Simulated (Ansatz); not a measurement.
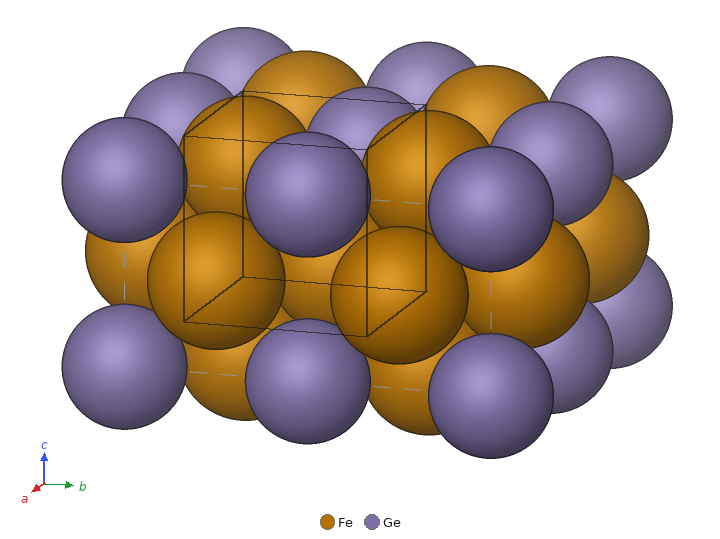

We look at a space-filling model of the crystal slightly off an axis. The conventional unit cell (solid box) is repeated to 2×2×1 cells. Cell: a = 3.661 Å, b = 3.661 Å, c = 3.661 Å, α = 90.00°, β = 90.00°, γ = 90.00°.

- The material is Fe3Ge.
- The symmetry is that of Pm-3m (No. 221), on a primitive cubic lattice.
- Type of structure: Cu₃Au (L1₂) type.
- In the cell are 3 Fe, 1 Ge, which makes 1 formula unit.
- Each Fe atom is coordinated by eight Fe and four Ge in a cuboctahedral arrangement (about 2.6 Å to Fe, 2.6 Å to Ge). The neighbours of Ge are twelve Fe in a cuboctahedral arrangement at about 2.6 Å.

The structure was taken from a structure listed in the Materials Project. Earlier steps of the study may have refined or changed the cell and positions. It was run through Ansatz as a DFT input.

At this level of theory the cell isn't at rest (stretched, at -11 GPa), so its distances can differ from those at equilibrium, the more so the softer the solid.
